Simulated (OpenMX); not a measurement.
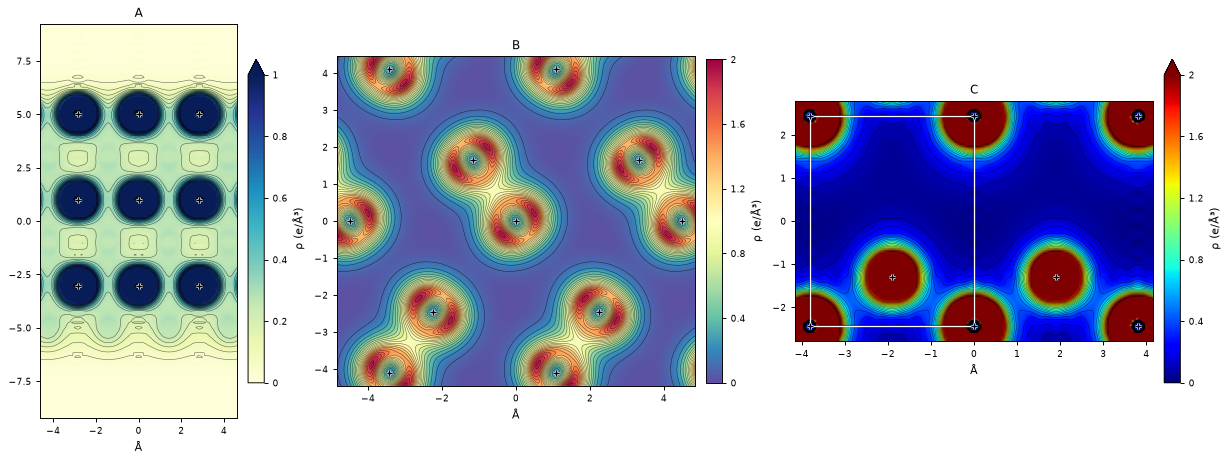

The valence electron density of 3 systems, each on a plane through atoms (crosses mark nuclei in the plane).

These are results of Kohn-Sham DFT of a periodic cell, PBE, OpenMX 2013 PBE set (OpenMX), not measurements.

System 1: Cl, the (100) plane of the conventional cell. Space group Cmce; not relaxed (largest force 1.7 eV/Å); computed pressure about 3 GPa in this cell.

```yaml
crystal:
  lattice:
    - [6.29000, 0.00000, 0.00000]
    - [0.00000, 4.50000, 0.00000]
    - [0.00000, 0.00000, 8.21000]
  atoms:
    - { symbol: Cl, position: [0.00000, 0.63000, 0.40000] }
    - { symbol: Cl, position: [0.50000, 0.13000, 0.40000] }
    - { symbol: Cl, position: [0.00000, 0.87000, 0.90000] }
    - { symbol: Cl, position: [0.50000, 0.37000, 0.90000] }
    - { symbol: Cl, position: [0.00000, 0.37000, 0.60000] }
    - { symbol: Cl, position: [0.50000, 0.87000, 0.60000] }
    - { symbol: Cl, position: [0.00000, 0.13000, 0.10000] }
    - { symbol: Cl, position: [0.50000, 0.63000, 0.10000] }
```

System 2: Mo (slab), the (100) plane of the calculation cell, a cut from vacuum to vacuum. Not relaxed (largest force 0.3 eV/Å).

```
Mo
1.0
     2.84964    0.00000    0.00000
     0.00000    2.84964    0.00000
     0.00000    0.00000   25.07500
Mo
6
Direct
  0.50000 0.50000 0.29910
  0.00000 0.00000 0.37946
  0.50000 0.50000 0.45982
  0.00000 0.00000 0.54018
  0.50000 0.50000 0.62054
  0.00000 0.00000 0.70090
```

System 3: SnO, the (010) plane of the conventional cell. Space group P4/nmm; a structure from a database of computed crystals, not necessarily the ambient phase; not relaxed (largest force 0.9 eV/Å); computed pressure about 7 GPa in this cell.

```yaml
crystal:
  lattice:
    - [3.81370, 0.00000, 0.00000]
    - [0.00000, 3.81370, 0.00000]
    - [0.00000, 0.00000, 4.88691]
  atoms:
    - { symbol: Sn, position: [0.50000, 0.00000, 0.76463] }
    - { symbol: Sn, position: [0.00000, 0.50000, 0.23537] }
    - { symbol: O, position: [0.00000, 0.00000, 0.00000] }
    - { symbol: O, position: [0.50000, 0.50000, 0.00000] }
```

Question: Which map belongs to which system?

Answer: Panel A is system 2, Mo: the plane holds Mo. Mo–Mo (2.85 Å): ρ at the midpoint is about 0.33 e/Å³. Panel B is system 1, Cl: the plane holds Cl. Cl–Cl (2.02 Å): ρ at the midpoint is about 0.95 e/Å³. Panel C is system 3, SnO: the plane holds Sn and O. Sn–O (2.23 Å): ρ at the midpoint is about 0.44 e/Å³.
